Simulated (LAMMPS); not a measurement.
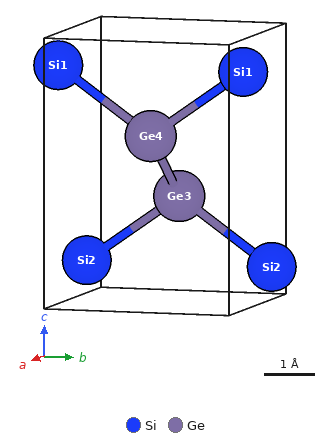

**Figure 1.** The structure as given in the input (ball-and-stick view of the cell of the calculation, seen slightly off an axis; atoms are numbered from 1 in the order of the input).

Geometry relaxation of GeSi

- system: GeSi (4 atoms in the cell)
- method: classical potential SiCGe.tersoff (style tersoff) (LAMMPS 22 Jul 2025 update 4)

The structure was built on a prototype by a generator. The geometry comes from this level: r2SCAN.

## Input
```
units metal
boundary p p p
atom_style atomic
read_data data.lmp
pair_style tersoff
pair_coeff * * SiCGe.tersoff Si(D) Ge
thermo_style custom step pe press pxx pyy pzz pyz pxz pxy vol fmax
thermo_modify format float %.8f
dump 1 all custom 10 dump.lmp id type x y z fx fy fz
dump_modify 1 sort id format float %.8f
thermo 10
fix 1 all box/relax tri 0.0 vmax 0.001
min_style cg
minimize 0.0 1.0e-6 400 4000
minimize 0.0 1.0e-6 400 4000
unfix 1
undump 1
write_dump all custom end.lmp id type x y z modify sort id format float %.8f
run 0
```

## File data.lmp
```
crystal

4 atoms
2 atom types

0.0 3.92528136 xlo xhi
0.0 3.93058862 ylo yhi
0.0 5.53685646 zlo zhi
0.00000000 0.00000000 0.00000000 xy xz yz

Masses

1 28.0850
2 72.6300

Atoms

1 1 2.94396102 0.00000000 4.87236575
2 1 0.98132034 0.00000000 0.66449071
3 2 0.98132034 1.96529431 2.04522444
4 2 2.94396102 1.96529431 3.49163202
```

Launched with:
```bash
lmp -in in.lmp -log none -nocite
```

## Log
```
using 1 OpenMP thread(s) per MPI task
Reading data file ...
  triclinic box = (0 0 0) to (3.9252814 3.9305886 5.5368565) with tilt (0 0 0)
  1 by 1 by 1 MPI processor grid
  reading atoms ...
  4 atoms
  read_data CPU = 0.000 seconds
Neighbor list info ...
  max neighbors/atom: 2000, page size: 100000
  master list distance cutoff = 5.1
  ghost atom cutoff = 5.1
  binsize = 2.55, bins = 2 2 3
  1 neighbor lists, perpetual/occasional/extra = 1 0 0
  (1) pair tersoff, perpetual
      attributes: full, newton on
      pair build: full/bin/atomonly
      stencil: full/bin/3d
      bin: standard
Setting up cg style minimization ...
  Unit style    : metal
  Current step  : 0
WARNING: Energy due to 6 extra global DOFs will be included in minimizer energies
 (src/src/min.cpp:222)
Per MPI rank memory allocation (min/avg/max) = 4.2 | 4.2 | 4.2 Mbytes
   Step         PotEng         Press           Pxx            Pyy            Pzz            Pyz            Pxz            Pxy           Volume          Fmax
         0  -16.93041600 -3294.24393539 -2968.40936862 -3124.32692958 -3789.99550798 0.00000000 0.00000000 0.00000000 85.42631036 0.07386817
        10  -16.93115420 -0.09287013 0.03872295 -0.19558989 -0.12174343 0.00000000 -0.00000000 -0.00000000 85.09834591 0.00000198
        12  -16.93115420 -0.00108454 -0.00229094 0.00442470 -0.00538739 -0.00000000 0.00000000 0.00000000 85.09833688 0.00000006
Loop time of 0.000196572 on 1 procs for 12 steps with 4 atoms

0.0% CPU use with 1 MPI tasks x 1 OpenMP threads

Minimization stats:
  Stopping criterion = force tolerance
  Energy initial, next-to-last, final =
     -16.9304160034425  -16.9311541996881   -16.931154199689
  Force two-norm initial, final = 0.32754026 4.018561e-07
  Force max component initial, final = 0.20207844 2.8677008e-07
  Final line search alpha, max atom move = 1 2.8677008e-07
  Iterations, force evaluations = 12 21

MPI task timing breakdown:
Section |  min time  |  avg time  |  max time  |%varavg| %total
---------------------------------------------------------------
Pair    | 8.7012e-05 | 8.7012e-05 | 8.7012e-05 |   0.0 | 44.26
Neigh   | 0          | 0          | 0          |   0.0 |  0.00
Comm    | 9.56e-06   | 9.56e-06   | 9.56e-06   |   0.0 |  4.86
Output  | 1.252e-05  | 1.252e-05  | 1.252e-05  |   0.0 |  6.37
Modify  | 0          | 0          | 0          |   0.0 |  0.00
Other   |            | 8.748e-05  |            |       | 44.50

Nlocal:              4 ave           4 max           4 min
Histogram: 1 0 0 0 0 0 0 0 0 0
Nghost:            164 ave         164 max         164 min
Histogram: 1 0 0 0 0 0 0 0 0 0
Neighs:              0 ave           0 max           0 min
Histogram: 1 0 0 0 0 0 0 0 0 0
FullNghs:          112 ave         112 max         112 min
Histogram: 1 0 0 0 0 0 0 0 0 0

Total # of neighbors = 112
Ave neighs/atom = 28
Neighbor list builds = 0
Dangerous builds = 0
Setting up cg style minimization ...
  Unit style    : metal
  Current step  : 12
WARNING: Energy due to 6 extra global DOFs will be included in minimizer energies
 (src/src/min.cpp:222)
Per MPI rank memory allocation (min/avg/max) = 5.45 | 5.45 | 5.45 Mbytes
   Step         PotEng         Press           Pxx            Pyy            Pzz            Pyz            Pxz            Pxy           Volume          Fmax
        12  -16.93115420 -0.00108454 -0.00229094 0.00442470 -0.00538739 -0.00000000 0.00000000 0.00000000 85.09833688 0.00000006
        13  -16.93115420 0.00065045 0.00328601 0.00013658 -0.00147125 -0.00000000 0.00000000 0.00000000 85.09833671 0.00000003
Loop time of 2.831e-05 on 1 procs for 1 steps with 4 atoms

0.0% CPU use with 1 MPI tasks x 1 OpenMP threads

Minimization stats:
  Stopping criterion = force tolerance
  Energy initial, next-to-last, final =
     -16.9311541996889  -16.9311541996889  -16.9311541996894
  Force two-norm initial, final = 4.0113085e-07 1.9604003e-07
  Force max component initial, final = 2.8614685e-07 1.745339e-07
  Final line search alpha, max atom move = 1 1.745339e-07
  Iterations, force evaluations = 1 2

MPI task timing breakdown:
Section |  min time  |  avg time  |  max time  |%varavg| %total
---------------------------------------------------------------
Pair    | 1.162e-05  | 1.162e-05  | 1.162e-05  |   0.0 | 41.05
Neigh   | 0          | 0          | 0          |   0.0 |  0.00
Comm    | 1.3e-06    | 1.3e-06    | 1.3e-06    |   0.0 |  4.59
Output  | 0          | 0          | 0          |   0.0 |  0.00
Modify  | 0          | 0          | 0          |   0.0 |  0.00
Other   |            | 1.539e-05  |            |       | 54.36

Nlocal:              4 ave           4 max           4 min
Histogram: 1 0 0 0 0 0 0 0 0 0
Nghost:            164 ave         164 max         164 min
Histogram: 1 0 0 0 0 0 0 0 0 0
Neighs:              0 ave           0 max           0 min
Histogram: 1 0 0 0 0 0 0 0 0 0
FullNghs:          112 ave         112 max         112 min
Histogram: 1 0 0 0 0 0 0 0 0 0

Total # of neighbors = 112
Ave neighs/atom = 28
Neighbor list builds = 0
Dangerous builds = 0
WARNING: No fixes with time integration, atoms won't move
Setting up Verlet run ...
  Unit style    : metal
  Current step  : 13
  Time step     : 0.001
Per MPI rank memory allocation (min/avg/max) = 3.075 | 3.075 | 3.075 Mbytes
   Step         PotEng         Press           Pxx            Pyy            Pzz            Pyz            Pxz            Pxy           Volume          Fmax
        13  -16.93115420 0.00065045 0.00328601 0.00013658 -0.00147125 -0.00000000 0.00000000 -0.00000000 85.09833671 0.00000003
Loop time of 8.5e-07 on 1 procs for 0 steps with 4 atoms

0.0% CPU use with 1 MPI tasks x 1 OpenMP threads

MPI task timing breakdown:
Section |  min time  |  avg time  |  max time  |%varavg| %total
---------------------------------------------------------------
Pair    | 0          | 0          | 0          |   0.0 |  0.00
Neigh   | 0          | 0          | 0          |   0.0 |  0.00
Comm    | 0          | 0          | 0          |   0.0 |  0.00
Output  | 0          | 0          | 0          |   0.0 |  0.00
Modify  | 0          | 0          | 0          |   0.0 |  0.00
Other   |            | 8.5e-07    |            |       |100.00

Nlocal:              4 ave           4 max           4 min
Histogram: 1 0 0 0 0 0 0 0 0 0
Nghost:            164 ave         164 max         164 min
Histogram: 1 0 0 0 0 0 0 0 0 0
Neighs:              0 ave           0 max           0 min
Histogram: 1 0 0 0 0 0 0 0 0 0
FullNghs:          112 ave         112 max         112 min
Histogram: 1 0 0 0 0 0 0 0 0 0

Total # of neighbors = 112
Ave neighs/atom = 28
Neighbor list builds = 0
Dangerous builds = 0
```

## Trajectory as extended XYZ (Å, eV, eV/Å), 4 frames, from step=0 to step=13
```
4
Lattice="3.9253 0.0000 0.0000 0.0000 3.9306 0.0000 0.0000 0.0000 5.5369" Properties=species:S:1:pos:R:3:forces:R:3 step=0 energy=-16.93042 pressure_GPa=-0.33
Si    2.9440    0.0000    4.8724    0.0000   0.0000   0.0739
Si    0.9813    0.0000    0.6645    0.0000   0.0000  -0.0739
Ge    0.9813    1.9653    2.0452    0.0000   0.0000   0.0370
Ge    2.9440    1.9653    3.4916    0.0000   0.0000  -0.0370
4
Lattice="3.9272 0.0000 0.0000 0.0000 3.9221 0.0000 0.0000 0.0000 5.5248" Properties=species:S:1:pos:R:3:forces:R:3 step=10 energy=-16.93115 pressure_GPa=-0.00
Si    2.9444    0.0043    4.8720    0.0000   0.0000   0.0000
Si    0.9808    0.0043    0.6649    0.0000   0.0000   0.0000
Ge    0.9808    1.9653    2.0487    0.0000   0.0000   0.0000
Ge    2.9444    1.9653    3.4882    0.0000   0.0000   0.0000
4
Lattice="3.9272 0.0000 0.0000 0.0000 3.9221 0.0000 0.0000 0.0000 5.5248" Properties=species:S:1:pos:R:3:forces:R:3 step=12 energy=-16.93115 pressure_GPa=-0.00
Si    2.9444    0.0043    4.8720    0.0000   0.0000   0.0000
Si    0.9808    0.0043    0.6649    0.0000   0.0000   0.0000
Ge    0.9808    1.9653    2.0487    0.0000   0.0000   0.0000
Ge    2.9444    1.9653    3.4882    0.0000   0.0000   0.0000
4
Lattice="3.9272 0.0000 0.0000 0.0000 3.9221 0.0000 0.0000 0.0000 5.5248" Properties=species:S:1:pos:R:3:forces:R:3 step=13 energy=-16.93115 pressure_GPa=0.00
Si    2.9444    0.0043    4.8720    0.0000   0.0000   0.0000
Si    0.9808    3.9263    0.6649    0.0000   0.0000   0.0000
Ge    0.9808    1.9653    2.0487    0.0000   0.0000   0.0000
Ge    2.9444    1.9653    3.4882    0.0000   0.0000   0.0000
```

## Summary

- outcome: converged
- space group (tolerance 0.01 Å): Pmma (51)
- potential energy: −16.9312 eV
- pressure: 0.00 GPa
- final volume: 85.10 Å³
- final cell: a = 3.927 Å, b = 3.922 Å, c = 5.525 Å, α = 90.00°, β = 90.00°, γ = 90.00°
- hardware: 1 thread of AMD EPYC (Zen 5), 16 GiB of memory available, shared host
- peak memory: 0.03 GiB
